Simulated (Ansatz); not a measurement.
**Geometry relaxation, with input and output: SnO (part 3 of 3)**

Continued. System: SnO (slab, 8 atoms in the cell). Method: DFT PBE+D3(BJ), scalar-relativistic, plane waves, PAW, PAW set soft_1, no spin polarisation (Ansatz 0.2.0); cutoff 420 eV, 7×7×1 k-mesh, Gaussian smearing of 0.05 eV. The structure derives from a Materials Project entry. The input holds or restrains some coordinates.

Geometry of the input (Å; fractional positions):
```
3.8202  0.0000  0.0000
0.0000  3.8202  0.0000
0.0000  0.0000  22.2261
Sn 0.7500  0.2500  0.2025
O  0.2500  0.2500  0.2556
O  0.7500  0.7500  0.2556
Sn 0.2500  0.7500  0.3088
Sn 0.2500  0.7500  0.4933
O  0.7500  0.7500  0.5464
O  0.2500  0.2500  0.5464
Sn 0.7500  0.2500  0.5996
```

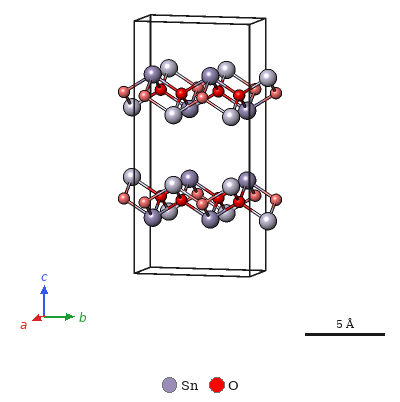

**Figure 1.** The geometry at step 6 of the log (ball-and-stick view of the 1 × 2 repeat of the cell, with the vacuum cut short, seen slightly off an axis; neighbours outside the cell are drawn fainter).

### Results in brief

| quantity | value |
| --- | --- |
| outcome | converged under the restraints of the input |
| electrons treated | 80 |
| free energy | −26368.0713 eV |
| work function, top face | 3.88 eV |
| work function, bottom face | 3.88 eV |
| Fermi energy | 2.288 eV |
| gap on the k-point mesh | 2.62 eV |
| final volume | 324.36 Å³ |
| work function (upper face) | 3.88 eV |
| largest force (length of the vector) at the end, held atoms and coordinates included | 0.001 eV/Å |
| wall time | 88 s (CPU time 2.8 min) |
| peak memory | 0.57 GiB |
